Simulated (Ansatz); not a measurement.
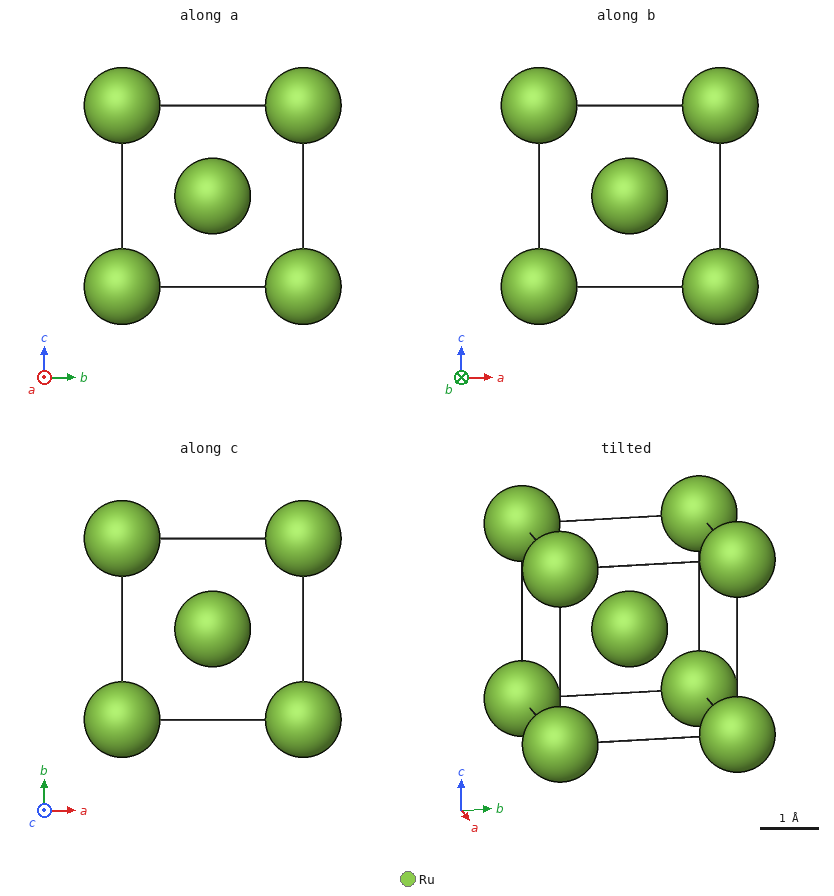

Spheres-only model, viewed along the a axis, along the b axis, along the c axis and slightly off an axis. One conventional unit cell is framed, with atoms on its boundary repeated.

Lattice parameters: a = 3.1493 Å, b = 3.1493 Å, c = 3.1493 Å, α = 90.000°, β = 90.000°, γ = 90.000°.

### Set out the cell and atoms as a CIF in P1 with every atom of the cell.

```cif
data_structure
_symmetry_space_group_name_H-M 'P 1'
_symmetry_Int_Tables_number 1
_cell_length_a 3.1493
_cell_length_b 3.1493
_cell_length_c 3.1493
_cell_angle_alpha 90.000
_cell_angle_beta 90.000
_cell_angle_gamma 90.000
_cell_volume 31.23
loop_
_atom_site_label
_atom_site_type_symbol
_atom_site_fract_x
_atom_site_fract_y
_atom_site_fract_z
_atom_site_occupancy
Ru1 Ru 0.0000 0.0000 0.0000 1
Ru2 Ru 0.5000 0.5000 0.5000 1
```

Starting structure: a structure type filled with this element by a generator (whether the element takes this form wasn't checked). Earlier steps of the study may have refined or changed the cell and positions. It was run through Ansatz as a DFT input.

At this level of theory the cell isn't at rest (stretched, at -26 GPa), so its distances can differ from those at equilibrium, the more so the softer the solid.
